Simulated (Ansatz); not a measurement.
**TaN: geometry relaxation**

TaN (P6₃mc, 4 atoms in the cell), computed with DFT PBE+D3(BJ), scalar-relativistic, plane waves, PAW, no spin polarisation (Ansatz 0.2.0).

The structure derives from an entry of the Crystallography Open Database. Figures and captions count atoms from 1; the log counts them from 0 in places.

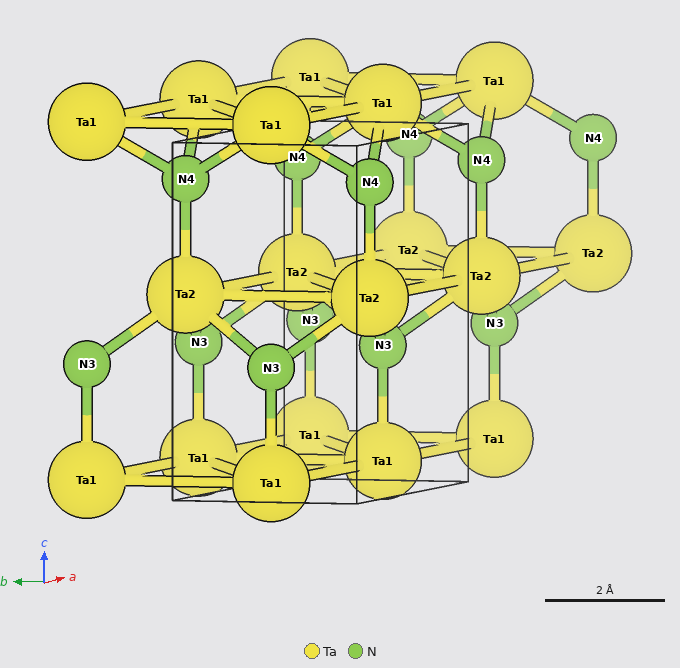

Fig. 1: The starting structure (ball-and-stick view of the cell of the calculation, repeated 3 × 2 × 1, seen at an oblique angle; atoms are numbered from 1 in the order of the input). An atom can appear more than once, as a periodic image. Near neighbours in the periodic cell (some may lie outside the picture): Ta has 4 N at 1.97 to 2.10 Å and 6 Ta at 3.12 Å; N has 4 Ta at 1.97 to 2.10 Å.

Summary

- outcome: converged
- space group (tolerance 0.01 Å): P6₃mc (186)
- electrons treated: 36
- free energy: −20637.0940 eV
- Fermi energy: 16.665 eV
- gap on the k-point mesh: none (metallic)
- pressure: 0.00 GPa
- final volume: 51.46 Å³
- largest force (length of the vector) at the end: 0.004 eV/Å
- final cell: a = 3.123 Å, b = 3.123 Å, c = 6.093 Å, α = 90.00°, β = 90.00°, γ = 120.00°
- hardware: 4 threads of Intel Xeon (Sapphire Rapids), 32 GiB of memory available, shared host
- wall time: 20 s (CPU time 75 s)
- peak memory: 0.63 GiB

Spin–orbit coupling is left out, which matters for Ta.

Input file
```yaml
crystal:
  lattice:
    - [3.1217800116, 0.0, 0.0]
    - [-1.5608900058, 2.7035407951, 0.0]
    - [0.0, 0.0, 6.0916138908]
  atoms:
    - { symbol: Ta, position: [0.3333333333, 0.6666666667, 0.0310700767] }
    - { symbol: Ta, position: [0.6666666667, 0.3333333333, 0.5310700767] }
    - { symbol: "N", position: [0.3333333333, 0.6666666667, 0.3539299233] }
    - { symbol: "N", position: [0.6666666667, 0.3333333333, 0.8539299233] }
basis:
  ecutwfc: 420
kpoints:
  mp_grid: { grid: [18, 18, 8] }
hamiltonian:
  xc: pbe
  dispersion: d3bj
scf:
  occupations: { method: gaussian, width: 0.1 }
output:
  forces: true
  stress: true
  eigenvalues: true
relax:
  adjacent_minimum: "off"
  f_tol: 0.005
  max_steps: 80
  cell: { stress_tol: 0.05 }
```

Launched with:
```bash
ansatz run input.yaml --threads 4 --pin off --max-ram 10240MiB --backend cpu --events-out ev --progress --plain --runs-dir out
```

Output
```
Engine: ansatz 0.2.0, x86_64-unknown-linux-gnu
Pseudopotentials: kind: paw
Pseudopotential: Ta, paw, valence charge 13, recommended cutoff 420 eV (normal), Ta.paw.azcp
Pseudopotential: N, paw, valence charge 5, recommended cutoff 420 eV (normal), N.paw.azcp
Functional definition: PBE
  parameter kappa = 0.804
  parameter beta = 0.06672455060314922
  exchange = pbe_x(kappa = kappa, mu = beta*pi^2/3)
  correlation = pbe_c(beta = beta)
Crystal: 4 atoms, lattice volume = 51.412 Å³
Basis set: ecut = 420 eV, 1005 PW (Γ), exchange–correlation on 48×48×90 points (8 copies of the dense FFT grid, shifted against one another)
Bands: 22, of which v1, the nominal top of the filled ones, is band 18 counted from 1 (17 counted from 0)
Symmetry: 12 space group operations
Space group: P63mc (ITA 186), of the structure as read, at distance tolerance 3.7e-5 Å
k-points: 185 of 2592 (time reversal used)
Non-local potential: Ta, projectors of the file, l = 0: 3, l = 1: 2, l = 2: 2, l = 3: 1
Non-local potential: N, projectors of the file, l = 0: 2, l = 1: 2, l = 2: 1
PAW form: soft (Blöchl's): semilocal exchange-correlation on the pseudo side does not see the compensation charge
PAW one-centre angular grid: Ta, 590 points (default); XC on 64 Gauss nodes
PAW one-centre angular grid: N, 110 points (default); XC on 64 Gauss nodes
Initial density: superposition of atomic densities (neutral atoms: chi_scale 0, normalization atom), corrected by the library's trained network
Initial wavefunctions: pseudopotential atomic-orbital guess
Functional: x = pbe(κ = 0.804, μ = 0.2195149727645171), c = pbe(β = 0.06672455060314922)
SCF iter   1: F=—  HF=-20637.095706 eV  |F-HF|=—  |Δ(HF+E_count)|=         —  Δρ=8.77e-3  dr2=2.61e-2  ethr=1.77e-3  ⟨swp⟩=5.1  Hψ=18218  notcnv=0
preconditioner: auto → Kerker (q_TF=auto, 2.571 Å⁻¹)  [metal: Δε(μ)=0.028 eV  Ē_g=8.554 eV  σ=0.100 eV  W_gap=0.16  n_scr=22 (ndim 8)  ℏωp=23.2 eV  f_vac=0.000  D(μ)=0.76/eV (n_scr^D=2)]
SCF iter   2: F=—  HF=-20637.093864 eV  |F-HF|=—  |Δ(HF+E_count)|=   1.84e-3  Δρ=4.62e-3  dr2=5.91e-3  ethr=7.25e-5  ⟨swp⟩=1.0  Hψ=5550  notcnv=0
SCF iter   3: F=—  HF=-20637.094023 eV  |F-HF|=—  |Δ(HF+E_count)|=   1.58e-4  Δρ=1.67e-3  dr2=1.30e-3  ethr=1.64e-5  ⟨swp⟩=2.6  Hψ=6017  notcnv=0
SCF iter   4: F=—  HF=-20637.093924 eV  |F-HF|=—  |Δ(HF+E_count)|=   9.93e-5  Δρ=3.64e-4  dr2=3.44e-5  ethr=3.61e-6  ⟨swp⟩=2.0  Hψ=5465  notcnv=0
SCF iter   5: F=—  HF=-20637.093932 eV  |F-HF|=—  |Δ(HF+E_count)|=   8.41e-6  Δρ=4.57e-5  dr2=9.46e-7  ethr=9.55e-8  ⟨swp⟩=2.4  Hψ=6595  notcnv=0
SCF iter   6: F=-20637.093933 eV  HF=-20637.093932 eV  |F-HF|=1.01e-8  |Δ(HF+E_count)|=   5.44e-7  Δρ=1.14e-5  dr2=8.28e-8  ethr=2.78e-10  ⟨swp⟩=6.1  Hψ=17997  notcnv=0
SCF 1 converged in 6 iterations: F = -20637.093933 eV  dr2 = 8.28e-8
  greatest PAW one-centre occupation: 0.999 electrons in one spin orbital (limit 2), on the Ta atom at site 1 (counted from 0), in its partial waves of l = 0
relax step   1: F+E_penalty+E_count = -20637.09393250 eV  Δ(F+E_penalty+E_count) = +0.000e0 eV  max|allowed force component| = 1.043e-2 eV/Å  Δτ_max = 0.0000 Å  P = +0.254 GPa  Ω = 51.412 Å³  (6 SCF iters, dr2 threshold 1.00e-7 eV, accepted)
Crystal: 4 atoms, lattice volume = 51.488 Å³
Initial density: handed on by an earlier stage of this run
Initial wavefunctions: those handed on with the density
iter 1 solved again at ethr=7.16e-8 eV; its pass at ethr=3.10e-3 eV (dr2=2.58e-5 eV) is discarded
SCF iter   1: F=—  HF=-20637.093778 eV  |F-HF|=—  |Δ(HF+E_count)|=         —  Δρ=2.20e-4  dr2=2.19e-5  ethr=7.16e-8  ⟨swp⟩=2.0  Hψ=23766  notcnv=0
preconditioner: auto → Kerker (q_TF=auto, 2.570 Å⁻¹)  [metal: Δε(μ)=0.028 eV  Ē_g=8.576 eV  σ=0.100 eV  W_gap=0.15  n_scr=22 (ndim 8)  ℏωp=23.1 eV  f_vac=0.000  D(μ)=0.76/eV (n_scr^D=2)]
SCF iter   2: F=—  HF=-20637.093775 eV  |F-HF|=—  |Δ(HF+E_count)|=   3.48e-6  Δρ=7.63e-5  dr2=2.95e-6  ethr=6.10e-8  ⟨swp⟩=2.0  Hψ=5590  notcnv=0
SCF iter   3: F=—  HF=-20637.093774 eV  |F-HF|=—  |Δ(HF+E_count)|=   5.90e-7  Δρ=3.96e-5  dr2=9.36e-7  ethr=8.19e-9  ⟨swp⟩=1.6  Hψ=4427  notcnv=0
SCF iter   4: F=-20637.093774 eV  HF=-20637.093774 eV  |F-HF|=6.25e-9  |Δ(HF+E_count)|=   2.83e-7  Δρ=8.02e-6  dr2=3.95e-8  ethr=8.92e-10  ⟨swp⟩=4.3  Hψ=13986  notcnv=0
SCF 2 converged in 4 iterations: F = -20637.093774 eV  dr2 = 3.95e-8
relax step   2: F+E_penalty+E_count = -20637.09377390 eV  Δ(F+E_penalty+E_count) = +1.586e-4 eV  max|allowed force component| = 5.483e-3 eV/Å  Δτ_max = 0.0003 Å  P = -0.116 GPa  Ω = 51.488 Å³  energy of the carried Pulay correction = -1.869e-4 eV  (4 SCF iters, dr2 threshold 3.21e-7 eV, accepted)
Crystal: 4 atoms, lattice volume = 51.462 Å³
iter 1 solved again at ethr=6.18e-9 eV; its pass at ethr=3.10e-3 eV (dr2=2.23e-6 eV) is discarded
SCF iter   1: F=—  HF=-20637.093852 eV  |F-HF|=—  |Δ(HF+E_count)|=         —  Δρ=7.07e-5  dr2=1.91e-6  ethr=6.18e-9  ⟨swp⟩=2.8  Hψ=25316  notcnv=0
preconditioner: auto → Kerker (q_TF=auto, 2.571 Å⁻¹)  [metal: Δε(μ)=0.031 eV  Ē_g=8.579 eV  σ=0.100 eV  W_gap=0.17  n_scr=22 (ndim 8)  ℏωp=23.1 eV  f_vac=0.000  D(μ)=0.76/eV (n_scr^D=2)]
SCF iter   2: F=—  HF=-20637.093853 eV  |F-HF|=—  |Δ(HF+E_count)|=   8.40e-7  Δρ=2.97e-5  dr2=3.81e-7  ethr=5.31e-9  ⟨swp⟩=2.0  Hψ=5543  notcnv=0
SCF iter   3: F=—  HF=-20637.093852 eV  |F-HF|=—  |Δ(HF+E_count)|=   8.10e-8  Δρ=1.27e-5  dr2=9.03e-8  ethr=1.06e-9  ⟨swp⟩=2.5  Hψ=6283  notcnv=0
SCF iter   4: F=-20637.093852 eV  HF=-20637.093852 eV  |F-HF|=5.89e-10  |Δ(HF+E_count)|=   2.57e-8  Δρ=2.76e-6  dr2=4.29e-9  ethr=1.64e-10  ⟨swp⟩=4.1  Hψ=13439  notcnv=0
SCF 3 converged in 4 iterations: F = -20637.093852 eV  dr2 = 4.29e-9
relax step   3: F+E_penalty+E_count = -20637.09385246 eV  Δ(F+E_penalty+E_count) = -7.856e-5 eV  max|allowed force component| = 3.604e-3 eV/Å  Δτ_max = 0.0001 Å  P = -0.000 GPa  Ω = 51.462 Å³  energy of the carried Pulay correction = -1.219e-4 eV  (4 SCF iters, dr2 threshold 5.90e-8 eV, accepted)
Initial wavefunctions: pseudopotential atomic-orbital guess (no wavefunctions were taken with the density)
iter 1 solved again at ethr=1.35e-8 eV; its pass at ethr=3.10e-3 eV (dr2=4.86e-6 eV) is discarded
SCF iter   1: F=—  HF=-20637.093991 eV  |F-HF|=—  |Δ(HF+E_count)|=         —  Δρ=5.89e-6  dr2=5.93e-9  ethr=1.35e-8  ⟨swp⟩=3.5  Hψ=30793  notcnv=0
SCF iter   2: F=—  HF=-20637.093992 eV  |F-HF|=—  |Δ(HF+E_count)|=   1.23e-6  Δρ=3.27e-6  dr2=2.69e-9  ethr=1.65e-11  ⟨swp⟩=2.2  Hψ=6641  notcnv=0
SCF iter   3: F=—  HF=-20637.093992 eV  |F-HF|=—  |Δ(HF+E_count)|=   1.50e-9  Δρ=6.12e-7  dr2=2.72e-10  ethr=7.46e-12  ⟨swp⟩=2.7  Hψ=6067  notcnv=0
SCF iter   4: F=-20637.093992 eV  HF=-20637.093992 eV  |F-HF|=1.09e-11  |Δ(HF+E_count)|=  7.28e-12  Δρ=2.14e-7  dr2=1.68e-11  ethr=1.00e-12  ⟨swp⟩=3.2  Hψ=16467  notcnv=0
SCF 4 converged in 4 iterations: F = -20637.093992 eV  dr2 = 1.68e-11
relax step   4: F+E_penalty+E_count = -20637.09399206 eV  Δ(F+E_penalty+E_count) = -1.396e-4 eV  max|allowed force component| = 3.600e-3 eV/Å  Δτ_max = 0.0000 Å  P = +0.004 GPa  Ω = 51.462 Å³  stress off target by 3.15e-2 GPa  SCF on the basis re-selected at this cell (its energy is not comparable with the rows above)  (4 SCF iters)
```

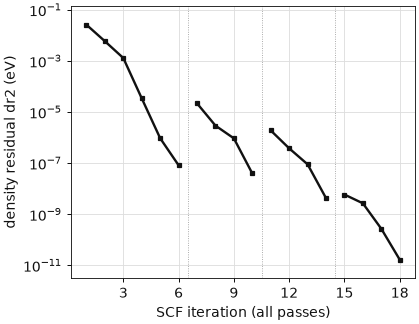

Fig. 2: Convergence of the self-consistent field: density residual dr2 against the SCF iteration. The dotted lines part the SCF passes of the relaxation: geometry steps, rejected trials and re-solves on a re-selected basis. The passes take 6, 4, 4 and 4 iterations.

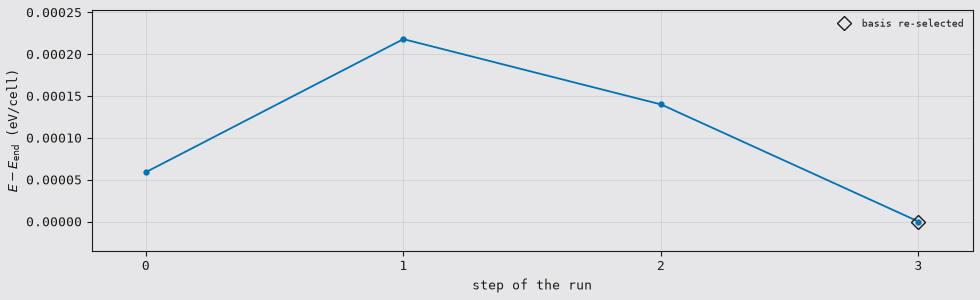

Fig. 3: Progress of the relaxation, step by step (the first geometry is step 0 here and step 1 in the log). The atoms keep their places relative to the cell (all moves are under 0.005 Å). Cell: a = b 3.122 → 3.123 Å (0.0 %), c 6.092 → 6.093 Å (0.0 %). Volume +0.1 %. The space group stays P6_3mc (No. 186). The energy rises by 0.1 meV per cell of the calculation in 2 geometry steps. The largest force component goes from 0.01 to 0.0036 eV/Å. Pressure: 0.25 GPa at the start and 0.00 GPa at the end. A last SCF at the same geometry on a re-selected plane-wave basis shifts the energy by −0.1 meV per cell of the calculation. (Atoms are counted from 1 in the order of the input.)

```
basis re-selected at this cell: Δ(F+E_penalty+E_count) = -1.396e-4 eV, ΔP = +0.004 GPa vs the last step (what re-selecting the basis moved, of the pressure what is left beyond the Pulay correction that the steps carried, after the strain that the cell walked since its last selection, with what the two solves' SCF thresholds leave and, on support functions, any second-order correction that the steps lacked; it is no measure of the basis error at this ecutwfc). This SCF's stress stands 3.15e-2 GPa from its target on what of the cell is left free (relax.cell.stress_tol is 5.00e-2 GPa) and its largest allowed force component is 3.60e-3 eV/Å (relax.f_tol is 5.00e-3 eV/Å): within both
SCF converged after 4 iterations
Free energy (F): -20637.093992 eV
Harris-Foulkes:  -20637.093992 eV  (|F-HF|=1.09e-11)
Internal energy: -20637.090194 eV  (E = F + TS)
E sigma→0 (E₀):  -20637.092093 eV
Entropy (-TS):   -0.003798 eV (-0.949 meV/atom)
Fermi energy:    16.665350 eV
--- Per-component energies (eV) ---
  E_band       = -234.040825
  E_kinetic    = 994.987474
  E_local      = -1628.090906  (includes V_loc(G=0)·N_el)
  E_nonlocal   = 121.111932
  E_hartree    = 552.129883
  E_xc         = -557.200665
  E_vxc        = -561.005091  (∫ρ·V_xc dr)
  E_paw        = -17048.560775  (= ΣΔE_a)
  E_vpaw       = -265.304412  (= ΣTr[D̂ρ^β])
  E_aug_tail   = 0.000509  (compensation charges beyond the density's cutoff)
  E_ewald      = -3069.906590
  E_disp       = -1.561056  (pairwise vdW)
  E_smearing   = -0.003798  (= −TS)
  E_closure    = 0.000000  (closes the sum)
  Σ components = -20637.093992   (vs F -20637.093992, Δ=0.00e0)
--- Forces (eV/Å), atoms counted from 1 ---
  atom   1  Ta     0.00000000     0.00000000    -0.00359861
  atom   2  Ta    -0.00000000    -0.00000000    -0.00359861
  atom   3  N     -0.00000000    -0.00000000     0.00360183
  atom   4  N      0.00000000     0.00000000     0.00360183
  max |Σ_I F_I| component: 6.45e-6 eV/Å
--- Stress (GPa, compression-positive) ---
       -0.010403       0.000000      -0.000000
        0.000000      -0.010403       0.000000
       -0.000000       0.000000       0.031544
  P = ⅓ Tr σ = 0.0036 GPa (0.036 kbar)
--- Band table (eV; the first three rows and the last of 185) ---
  k-point 0: bands = ["-51.9619", "-51.9513", "-18.8930", "-18.5412", "-18.2653", "-18.2653", "-18.2363", "-18.2363", "-0.3757", "1.2064", "9.2980", "9.6293", "11.3012", "11.3012", "12.1721", "12.1721", "15.8261", "15.9216", "16.8392", "16.8392", "18.9179", "18.9179"]
  k-point 1: bands = ["-51.9615", "-51.9517", "-18.8802", "-18.5551", "-18.2642", "-18.2642", "-18.2374", "-18.2374", "-0.3177", "1.1446", "9.2701", "9.5834", "11.3280", "11.3280", "12.1303", "12.1303", "15.9337", "16.0728", "16.8967", "16.8967", "18.7370", "18.7370"]
  k-point 2: bands = ["-51.9603", "-51.9529", "-18.8432", "-18.5945", "-18.2611", "-18.2611", "-18.2406", "-18.2406", "-0.1513", "0.9690", "9.2158", "9.4680", "11.4065", "11.4065", "12.0164", "12.0164", "16.2184", "16.4371", "17.0646", "17.0646", "18.4075", "18.4075"]
  k-point 184: bands = ["-51.9177", "-51.9177", "-18.7448", "-18.7448", "-18.6208", "-18.6208", "-18.5544", "-18.5544", "1.2675", "1.2675", "10.1826", "10.1826", "10.2279", "10.2279", "12.2454", "12.2454", "15.6983", "15.6983", "17.1631", "17.1631", "19.9116", "19.9116"]
--- Relaxed structure (3 steps of the walk, 3 accepted, 1 SCFs on fresh bases) ---
  F+E_penalty+E_count = -20637.09399206 eV   max|allowed force component| = 3.600e-3 eV/Å   (the final SCF, on the basis selected at the relaxed cell)
  cell:  # Å, volume = 51.4615 Å³
    - [3.1229039287538507, -4.1593289469314295e-20, 4.850741956400223e-34]
    - [-1.5614519643769253, 2.704514135879063, -4.992566721305769e-34]
    - [9.596847831921717e-34, -5.258546757217379e-34, 6.0930476353300875]
  atoms:
    - { symbol: Ta, position: [0.33333333333333326, 0.6666666666666665, 0.031037626183381867] }
    - { symbol: Ta, position: [0.6666666666666665, 0.33333333333333326, 0.5310376261833817] }
    - { symbol: N, position: [0.33333333333333326, 0.6666666666666665, 0.3539623738166181] }
    - { symbol: N, position: [0.6666666666666665, 0.33333333333333326, 0.853962373816618] }
```

Trajectory as extended XYZ (Å, eV, eV/Å), 4 frames, from step=1 to step=4
```
4
Lattice="3.1218 0.0000 0.0000 -1.5609 2.7035 0.0000 0.0000 0.0000 6.0916" Properties=species:S:1:pos:R:3:forces:R:3 step=1 energy=-20637.09393 pressure_GPa=0.25
Ta    0.0000    1.8024    0.1893    0.0000   0.0000  -0.0104
Ta    1.5609    0.9012    3.2351    0.0000   0.0000  -0.0104
N     0.0000    1.8024    2.1560    0.0000   0.0000   0.0105
N     1.5609    0.9012    5.2018    0.0000   0.0000   0.0105
4
Lattice="3.1238 0.0000 0.0000 -1.5619 2.7053 0.0000 0.0000 0.0000 6.0926" Properties=species:S:1:pos:R:3:forces:R:3 step=2 energy=-20637.09377 pressure_GPa=-0.12
Ta    0.0000    1.8035    0.1890    0.0000   0.0000  -0.0055
Ta    1.5619    0.9018    3.2352    0.0000   0.0000  -0.0055
N     0.0000    1.8035    2.1567    0.0000   0.0000   0.0055
N     1.5619    0.9018    5.2029    0.0000   0.0000   0.0055
4
Lattice="3.1229 0.0000 0.0000 -1.5615 2.7045 0.0000 0.0000 0.0000 6.0930" Properties=species:S:1:pos:R:3:forces:R:3 step=3 energy=-20637.09385 pressure_GPa=-0.00
Ta    0.0000    1.8030    0.1891    0.0000   0.0000  -0.0036
Ta    1.5615    0.9015    3.2356    0.0000   0.0000  -0.0036
N     0.0000    1.8030    2.1567    0.0000   0.0000   0.0036
N     1.5615    0.9015    5.2032    0.0000   0.0000   0.0036
4
Lattice="3.1229 0.0000 0.0000 -1.5615 2.7045 0.0000 0.0000 0.0000 6.0930" Properties=species:S:1:pos:R:3:forces:R:3 step=4 energy=-20637.09399 pressure_GPa=0.00
Ta    0.0000    1.8030    0.1891    0.0000   0.0000  -0.0036
Ta    1.5615    0.9015    3.2356    0.0000   0.0000  -0.0036
N     0.0000    1.8030    2.1567    0.0000   0.0000   0.0036
N     1.5615    0.9015    5.2032    0.0000   0.0000   0.0036
```

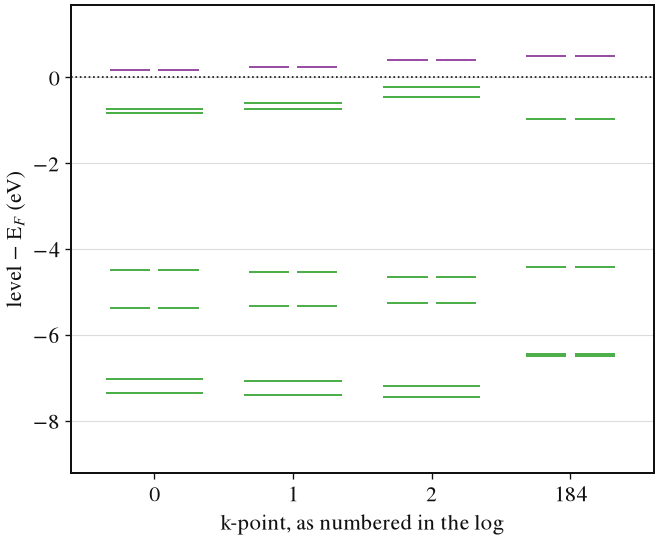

Fig. 4: Kohn–Sham levels near the Fermi level (dotted) at the few k-points that the log prints; levels within 0.02 eV of each other stand side by side. The system is metallic on the full mesh.
